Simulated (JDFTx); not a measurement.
# Ag: geometry relaxation (part 1 of 2)

The run: geometry relaxation of Ag (1 atom in the cell). Method and program: Kohn-Sham DFT of a periodic cell, revPBE, SG15-PBE-1.2, no spin polarisation (JDFTx 1.7.0 (patched build)).

The structure derives from an entry of the Crystallography Open Database.

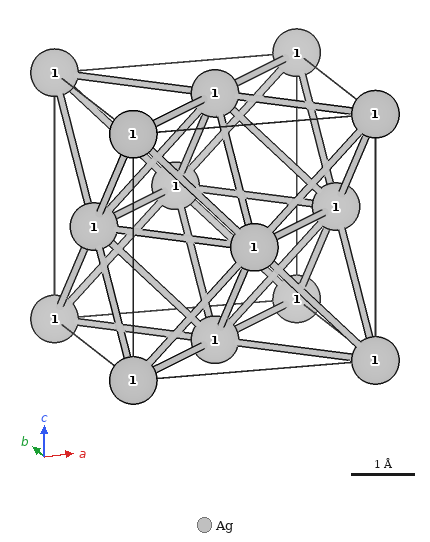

**Figure 1.** The starting structure (ball-and-stick view of the cell 4 times as large as that of the calculation, set on its symmetry axes, seen slightly off an axis; atoms are numbered from 1 in the order of the input). An atom can appear more than once, as a periodic image. Near neighbours in the periodic cell (some may lie outside the picture): Ag has 12 Ag at 2.89 Å.

Key numbers

```tsv
quantity	value
outcome	converged
space group (tolerance 0.01 Å)	Fm-3m (225)
electrons treated	19
free energy	−3914.1589 eV
Fermi energy	15.765 eV
gap on the k-point mesh	none (metallic)
pressure	0.00 GPa
final volume	18.77 Å³
largest force (length of the vector) at the end	under 0.001 eV/Å
final cell	a = 2.983 Å, b = 2.983 Å, c = 2.983 Å, α = 60.00°, β = 60.00°, γ = 60.00°
hardware	1 thread of Arm Neoverse V2, 24 GiB of memory available, shared host
wall time	50 s
peak memory	0.05 GiB
```

Notes

Points of doubt noted for this run: coarse mesh.

Input file
```
lattice \
    0.0000000000     3.8602380411     3.8602380411 \
    3.8602380411     0.0000000000     3.8602380411 \
    3.8602380411     3.8602380411     0.0000000000
coords-type Lattice
ion Ag     0.0000000000     0.0000000000     0.0000000000 1

ion-species pseudo/Ag.upf
elec-cutoff 40
elec-ex-corr gga-x-pbe-r gga-c-pbe
kpoint-folding 6 6 6
elec-smearing Fermi 0.0018374661
elec-n-bands 15
electronic-SCF nIterations 100 energyDiffThreshold 1e-09
electronic-minimize nIterations 30 energyDiffThreshold 1e-7
forces-output-coords Cartesian
lattice-minimize nIterations 40 energyDiffThreshold 1e-6

dump-name run.$VAR
dump End Ecomponents EigStats BandEigs Kpoints Forces Stress ElecDensity KEdensity
```

Run as:
```bash
jdftx -c 1 -i Ag.in -o Ag.out
```

The program's output
```
*************** JDFTx 1.7.0 (patched build) ***************

Input parsed successfully to the following command list (including defaults):
[... the input with its defaults ...]

---------- Setting up symmetries ----------

Found 48 point-group symmetries of the bravais lattice
Found 48 space-group symmetries with basis
Applied RMS atom displacement 0 bohrs to make symmetries exact.

---------- Initializing the Grid ----------
R =
[            0      3.86024      3.86024  ]
[      3.86024            0      3.86024  ]
[      3.86024      3.86024            0  ]
unit cell volume = 115.046
G =
[  -0.813834   0.813834   0.813834  ]
[   0.813834  -0.813834   0.813834  ]
[   0.813834   0.813834  -0.813834  ]
Minimum fftbox size, Smin = [  32  32  32  ]
Chosen fftbox size, S = [  32  32  32  ]

---------- Exchange Correlation functional ----------
Initialized LibXC exchange functional 'Revised PBE from Zhang & Yang'
Initialized LibXC correlation functional 'Perdew, Burke & Ernzerhof'

---------- Setting up pseudopotentials ----------
Width of ionic core gaussian charges (only for fluid interactions / plotting) set to 0

Reading pseudopotential file 'pseudo/Ag.upf':
  'Ag' pseudopotential, 'PBE' functional
  Generated using ONCVPSP code by D. R. Hamann
  19 valence electrons, 0 orbitals, 6 projectors, 602 radial grid points, with lMax = 2
  Core radius for overlap checks: 2.16 bohrs.

Initialized 1 species with 1 total atoms.

Folded 1 k-points by 6x6x6 to 216 k-points.

---------- Setting up k-points, bands, fillings ----------
Reduced to 16 k-points under symmetry.
Computing the number of bands and number of electrons
Calculating initial fillings.
nElectrons:  19.000000   nBands: 15   nStates: 16

----- Setting up reduced wavefunction bases (one per k-point) -----
average nbasis = 1391.468 , ideal nbasis = 1390.133

---------- Setting up ewald sum ----------
Optimum gaussian width for ewald sums = 1.967960 bohr.
Real space sum over 2197 unit cells with max indices [  6  6  6  ]
Reciprocal space sum over 2197 terms with max indices [  6  6  6  ]

---------- Allocating electronic variables ----------
Initializing wave functions:  (No orbitals for LCAO)  bandwidth-limited random numbers

--------- Lattice Minimization ---------

Setting the auxilliary hamiltonian equal to the subspace hamiltonian.

-------- Electronic minimization -----------
Will mix electronic density at each iteration.
	FillingsUpdate:  mu: +1.744076392  nElectrons: 19.000000
	FillingsUpdate:  mu: -0.481849211  nElectrons: 19.000000
SCF: Cycle:  0   F: -138.022739541510845   dF: -4.408e+01   |Residual|: 4.292e+00   |deigs|: 3.228e+00
	FillingsUpdate:  mu: +0.226865253  nElectrons: 19.000000
SCF: Cycle:  1   F: -137.282234531912309   dF: +7.405e-01   |Residual|: 3.348e+00   |deigs|: 1.101e+00
	FillingsUpdate:  mu: +1.276904316  nElectrons: 19.000000
SCF: Cycle:  2   F: -130.314889972743515   dF: +6.967e+00   |Residual|: 3.793e+00   |deigs|: 2.526e+00
	FillingsUpdate:  mu: +0.595729620  nElectrons: 19.000000
SCF: Cycle:  3   F: -143.590952753622133   dF: -1.328e+01   |Residual|: 6.758e-01   |deigs|: 1.037e+00
	FillingsUpdate:  mu: +0.577976222  nElectrons: 19.000000
SCF: Cycle:  4   F: -143.231887784807526   dF: +3.591e-01   |Residual|: 8.441e-01   |deigs|: 1.390e-01
	FillingsUpdate:  mu: +0.589256675  nElectrons: 19.000000
SCF: Cycle:  5   F: -143.442578906309450   dF: -2.107e-01   |Residual|: 1.081e+00   |deigs|: 8.405e-02
	FillingsUpdate:  mu: +0.697665714  nElectrons: 19.000000
SCF: Cycle:  6   F: -141.489312199310717   dF: +1.953e+00   |Residual|: 3.827e+00   |deigs|: 2.277e-01
	FillingsUpdate:  mu: +0.725984718  nElectrons: 19.000000
SCF: Cycle:  7   F: -142.366733186791009   dF: -8.774e-01   |Residual|: 3.159e+00   |deigs|: 1.351e-01
	FillingsUpdate:  mu: +0.690546757  nElectrons: 19.000000
SCF: Cycle:  8   F: -141.659481826198061   dF: +7.073e-01   |Residual|: 2.790e+00   |deigs|: 1.874e-01
	FillingsUpdate:  mu: +0.694484151  nElectrons: 19.000000
SCF: Cycle:  9   F: -141.560096985179911   dF: +9.938e-02   |Residual|: 2.926e+00   |deigs|: 8.995e-03
	FillingsUpdate:  mu: +0.693672208  nElectrons: 19.000000
SCF: Cycle: 10   F: -141.344260542460091   dF: +2.158e-01   |Residual|: 3.072e+00   |deigs|: 2.115e-02
	FillingsUpdate:  mu: +0.681965457  nElectrons: 19.000000
SCF: Cycle: 11   F: -143.701239018062353   dF: -2.357e+00   |Residual|: 7.192e-01   |deigs|: 4.146e-01
	FillingsUpdate:  mu: +0.688485318  nElectrons: 19.000000
SCF: Cycle: 12   F: -143.709004464787711   dF: -7.765e-03   |Residual|: 5.496e-01   |deigs|: 1.207e-02
	FillingsUpdate:  mu: +0.688144532  nElectrons: 19.000000
SCF: Cycle: 13   F: -143.692135962395497   dF: +1.687e-02   |Residual|: 5.983e-01   |deigs|: 3.294e-03
	FillingsUpdate:  mu: +0.671383757  nElectrons: 19.000000
SCF: Cycle: 14   F: -143.822133075159059   dF: -1.300e-01   |Residual|: 1.697e-01   |deigs|: 5.388e-02
	FillingsUpdate:  mu: +0.661079213  nElectrons: 19.000000
SCF: Cycle: 15   F: -143.840018788698728   dF: -1.789e-02   |Residual|: 4.017e-02   |deigs|: 2.296e-02
	FillingsUpdate:  mu: +0.659659287  nElectrons: 19.000000
SCF: Cycle: 16   F: -143.841080436220523   dF: -1.062e-03   |Residual|: 2.223e-02   |deigs|: 4.461e-03
	FillingsUpdate:  mu: +0.658857490  nElectrons: 19.000000
SCF: Cycle: 17   F: -143.841175069505823   dF: -9.463e-05   |Residual|: 1.131e-02   |deigs|: 1.414e-03
	FillingsUpdate:  mu: +0.657367506  nElectrons: 19.000000
SCF: Cycle: 18   F: -143.841166763998615   dF: +8.306e-06   |Residual|: 5.909e-03   |deigs|: 2.670e-03
	FillingsUpdate:  mu: +0.657304659  nElectrons: 19.000000
SCF: Cycle: 19   F: -143.841160051892473   dF: +6.712e-06   |Residual|: 6.526e-03   |deigs|: 1.268e-04
	FillingsUpdate:  mu: +0.657618911  nElectrons: 19.000000
SCF: Cycle: 20   F: -143.841179379551278   dF: -1.933e-05   |Residual|: 5.623e-03   |deigs|: 6.086e-04
	FillingsUpdate:  mu: +0.657861739  nElectrons: 19.000000
SCF: Cycle: 21   F: -143.841186869147776   dF: -7.490e-06   |Residual|: 4.856e-03   |deigs|: 3.707e-04
	FillingsUpdate:  mu: +0.658092221  nElectrons: 19.000000
SCF: Cycle: 22   F: -143.841195206129328   dF: -8.337e-06   |Residual|: 1.899e-03   |deigs|: 5.582e-04
	FillingsUpdate:  mu: +0.658235108  nElectrons: 19.000000
SCF: Cycle: 23   F: -143.841194648103709   dF: +5.580e-07   |Residual|: 1.560e-03   |deigs|: 4.265e-04
	FillingsUpdate:  mu: +0.658144073  nElectrons: 19.000000
SCF: Cycle: 24   F: -143.841196042160675   dF: -1.394e-06   |Residual|: 3.817e-04   |deigs|: 2.427e-04
	FillingsUpdate:  mu: +0.658120842  nElectrons: 19.000000
SCF: Cycle: 25   F: -143.841196115654810   dF: -7.349e-08   |Residual|: 3.835e-04   |deigs|: 5.420e-05
	FillingsUpdate:  mu: +0.658124144  nElectrons: 19.000000
SCF: Cycle: 26   F: -143.841196118029075   dF: -2.374e-09   |Residual|: 1.050e-04   |deigs|: 3.009e-05
	FillingsUpdate:  mu: +0.658118756  nElectrons: 19.000000
SCF: Cycle: 27   F: -143.841196123270322   dF: -5.241e-09   |Residual|: 7.604e-05   |deigs|: 1.011e-05
	FillingsUpdate:  mu: +0.658114340  nElectrons: 19.000000
SCF: Cycle: 28   F: -143.841196125579330   dF: -2.309e-09   |Residual|: 8.551e-06   |deigs|: 1.272e-05
	FillingsUpdate:  mu: +0.658115197  nElectrons: 19.000000
SCF: Cycle: 29   F: -143.841196125667693   dF: -8.836e-11   |Residual|: 2.684e-06   |deigs|: 2.136e-06
	FillingsUpdate:  mu: +0.658115051  nElectrons: 19.000000
SCF: Cycle: 30   F: -143.841196125684093   dF: -1.640e-11   |Residual|: 1.364e-06   |deigs|: 3.451e-07
SCF: Converged (|Delta E|<1.000000e-09 for 2 iters).

Setting wave functions to eigenvectors of Hamiltonian
# Lattice vectors:
R =
[            0      3.86024      3.86024  ]
[      3.86024            0      3.86024  ]
[      3.86024      3.86024            0  ]
unit cell volume = 115.046

# Strain tensor in Cartesian coordinates:
[            0            0            0  ]
[            0            0            0  ]
[            0            0            0  ]

# Stress tensor in Cartesian coordinates [Eh/a0^3]:
[ -0.000294939            0            0  ]
[            0 -0.000294939            0  ]
[            0            0 -0.000294939  ]

# Ionic positions in lattice coordinates:
ion Ag   0.000000000000000   0.000000000000000   0.000000000000000 1

# Forces in Cartesian coordinates:
force Ag   0.000000000000000  -0.000000000000000  -0.000000000000000 1

# Energy components:
   Eewald =     -107.1912658709665607
       EH =       32.6129069039148618
     Eloc =      -96.7059658572863299
      Enl =       -7.0871031780487446
      Exc =      -13.6086918122863381
       KE =       48.1392009688804450
-------------------------------------
     Etot =     -143.8409188457926575
       TS =        0.0002772798914225
-------------------------------------
        F =     -143.8411961256840925

LatticeMinimize: Iter:   0  F: -143.841196125684093  |grad|_K:  1.208e-02

-------- Electronic minimization -----------
Will mix electronic density at each iteration.
	FillingsUpdate:  mu: +0.658115051  nElectrons: 19.000000
	FillingsUpdate:  mu: +0.651766010  nElectrons: 19.000000
SCF: Cycle:  0   F: -143.840773719872061   dF: +1.858e-04   |Residual|: 2.591e-02   |deigs|: 2.499e-05
	FillingsUpdate:  mu: +0.654555313  nElectrons: 19.000000
SCF: Cycle:  1   F: -143.841335271454824   dF: -5.616e-04   |Residual|: 4.339e-03   |deigs|: 6.339e-03
	FillingsUpdate:  mu: +0.654461452  nElectrons: 19.000000
SCF: Cycle:  2   F: -143.841337220282895   dF: -1.949e-06   |Residual|: 1.648e-03   |deigs|: 1.292e-04
	FillingsUpdate:  mu: +0.654336215  nElectrons: 19.000000
SCF: Cycle:  3   F: -143.841337759850262   dF: -5.396e-07   |Residual|: 1.484e-04   |deigs|: 1.827e-04
	FillingsUpdate:  mu: +0.654353790  nElectrons: 19.000000
SCF: Cycle:  4   F: -143.841337827889959   dF: -6.804e-08   |Residual|: 1.240e-04   |deigs|: 4.442e-05
	FillingsUpdate:  mu: +0.654346188  nElectrons: 19.000000
SCF: Cycle:  5   F: -143.841337850567470   dF: -2.268e-08   |Residual|: 4.739e-05   |deigs|: 1.910e-05
	FillingsUpdate:  mu: +0.654341468  nElectrons: 19.000000
SCF: Cycle:  6   F: -143.841337855532515   dF: -4.965e-09   |Residual|: 1.192e-05   |deigs|: 1.200e-05
	FillingsUpdate:  mu: +0.654341220  nElectrons: 19.000000
SCF: Cycle:  7   F: -143.841337856559790   dF: -1.027e-09   |Residual|: 8.639e-06   |deigs|: 1.293e-06
	FillingsUpdate:  mu: +0.654341392  nElectrons: 19.000000
SCF: Cycle:  8   F: -143.841337856914606   dF: -3.548e-10   |Residual|: 4.336e-06   |deigs|: 3.991e-07
	FillingsUpdate:  mu: +0.654341695  nElectrons: 19.000000
SCF: Cycle:  9   F: -143.841337857023206   dF: -1.086e-10   |Residual|: 6.887e-07   |deigs|: 7.222e-07
SCF: Converged (|Delta E|<1.000000e-09 for 2 iters).

Setting wave functions to eigenvectors of Hamiltonian
LatticeMinimize: 	Wolfe criterion not satisfied: alpha: 1  (E-E0)/|gdotd0|: -0.970626  gdotd/gdotd0: 0.943459 (taking cubic step)

-------- Electronic minimization -----------
Will mix electronic density at each iteration.
	FillingsUpdate:  mu: +0.654341695  nElectrons: 19.000000
	FillingsUpdate:  mu: +0.642075968  nElectrons: 19.000000
SCF: Cycle:  0   F: -143.839276489063735   dF: +8.108e-04   |Residual|: 5.206e-02   |deigs|: 9.981e-05
	FillingsUpdate:  mu: +0.647359136  nElectrons: 19.000000
SCF: Cycle:  1   F: -143.841586456785592   dF: -2.310e-03   |Residual|: 8.704e-03   |deigs|: 1.284e-02
	FillingsUpdate:  mu: +0.647107739  nElectrons: 19.000000
SCF: Cycle:  2   F: -143.841594224408055   dF: -7.768e-06   |Residual|: 3.356e-03   |deigs|: 3.255e-04
	FillingsUpdate:  mu: +0.646856591  nElectrons: 19.000000
SCF: Cycle:  3   F: -143.841596335388431   dF: -2.111e-06   |Residual|: 3.012e-04   |deigs|: 3.664e-04
	FillingsUpdate:  mu: +0.646889039  nElectrons: 19.000000
SCF: Cycle:  4   F: -143.841596605474592   dF: -2.701e-07   |Residual|: 2.371e-04   |deigs|: 8.588e-05
	FillingsUpdate:  mu: +0.646874596  nElectrons: 19.000000
SCF: Cycle:  5   F: -143.841596691287236   dF: -8.581e-08   |Residual|: 8.638e-05   |deigs|: 3.652e-05
	FillingsUpdate:  mu: +0.646865824  nElectrons: 19.000000
SCF: Cycle:  6   F: -143.841596710402087   dF: -1.911e-08   |Residual|: 3.398e-05   |deigs|: 2.231e-05
	FillingsUpdate:  mu: +0.646865016  nElectrons: 19.000000
SCF: Cycle:  7   F: -143.841596714479124   dF: -4.077e-09   |Residual|: 2.069e-05   |deigs|: 3.808e-06
	FillingsUpdate:  mu: +0.646865705  nElectrons: 19.000000
SCF: Cycle:  8   F: -143.841596715913113   dF: -1.434e-09   |Residual|: 1.758e-05   |deigs|: 1.518e-06
	FillingsUpdate:  mu: +0.646866392  nElectrons: 19.000000
SCF: Cycle:  9   F: -143.841596716338614   dF: -4.255e-10   |Residual|: 2.603e-05   |deigs|: 2.885e-06
	FillingsUpdate:  mu: +0.646866406  nElectrons: 19.000000
SCF: Cycle: 10   F: -143.841596716493456   dF: -1.548e-10   |Residual|: 2.239e-05   |deigs|: 2.427e-07
SCF: Converged (|Delta E|<1.000000e-09 for 2 iters).

Setting wave functions to eigenvectors of Hamiltonian
# Lattice vectors:
R =
[            0      3.87687      3.87687  ]
[      3.87687            0      3.87687  ]
[      3.87687      3.87687            0  ]
unit cell volume = 116.539

# Strain tensor in Cartesian coordinates:
[    0.0043075            0            0  ]
[            0    0.0043075            0  ]
[            0            0    0.0043075  ]

# Stress tensor in Cartesian coordinates [Eh/a0^3]:
[ -0.000242701            0            0  ]
[            0 -0.000242701            0  ]
[            0            0 -0.000242701  ]

# Ionic positions in lattice coordinates:
ion Ag   0.000000000000000   0.000000000000000   0.000000000000000 1
```
